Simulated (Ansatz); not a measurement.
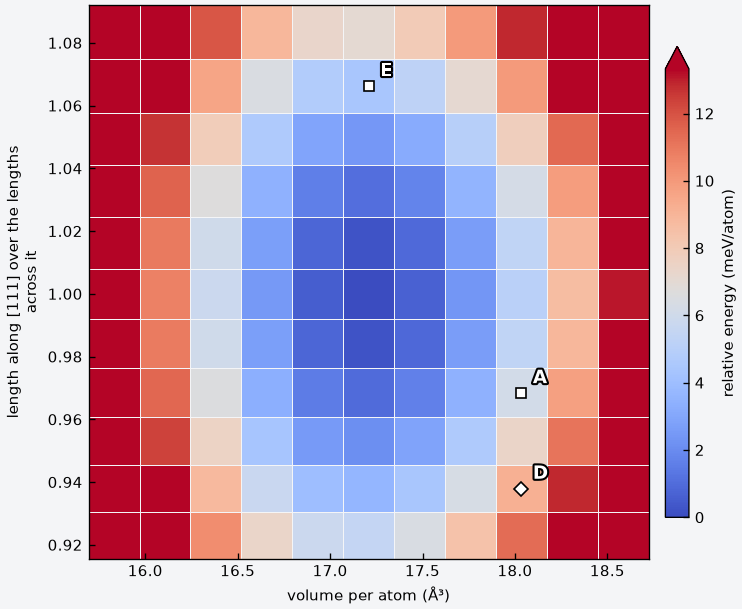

KF (Fm-3m, No. 225; 2 atoms in the cell). The energy is mapped over volume and the cell's shape. Coordinates scanned: (1) volume per atom; (2) length along [111] over the lengths across it, relative to the cubic cell. Nothing is relaxed (symmetry fixes all fractional coordinates). The scan uses an 11 × 11 grid. Points are written as (first, second). Energies: meV/atom, counted from the lowest grid point. All numbers below come from Ansatz, DFT LDA, scalar-relativistic, plane waves, PAW. Settings: cutoff 520 eV, k-mesh 8×8×8, gaussian smearing 0.05 eV, no spin polarisation.

The picture shows one coloured cell a grid point, one colour for all values above the top of the scale, lettered points.

Question: Is D the lowest point of the computed grid?

Answer: No. D lies 9.2 meV/atom above the lowest grid point, which is at (17.208 Å³, 1.000).

Question: Rank the lettered points by energy, lowest first.

Answer: E (4.4 meV/atom), A (6.1 meV/atom), D (9.2 meV/atom).

Question: What kind of point is each of A, D, E: minimum, saddle, maximum or slope?

Answer: A: on a slope; D: on a slope; E: on a slope. (In these two coordinates alone; a stationary point may lie a little off the grid point.)
